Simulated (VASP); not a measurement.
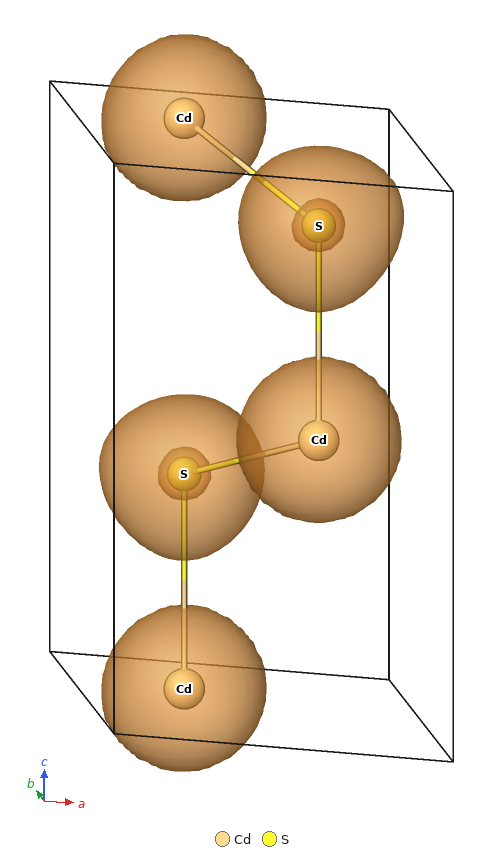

Figure 1: CdS. Isosurface of the valence pseudo-density at 0.6 e/Å³ (orange), seen slightly off an axis. Sticks mark near contacts.

Space group P6₃mc.

Method: Kohn-Sham DFT of a periodic cell, PBE, VASP PAW PBE potentials, recommended in VASP 6.6.1.

Core electrons are frozen (PAW), and the valence fields are smoothed inside the atomic spheres.

### How is the density connected at this value?

At this value the density breaks into separate islands; it holds about 65 % of the electrons treated as valence. It bridges none of the near contacts. It is pinched off along the sampled Cd–S (2.57 Å) contacts. On the grid the lowest density along these lines, outside the cores, is 0.38 e/Å³ (Cd–S, 2.57 Å).
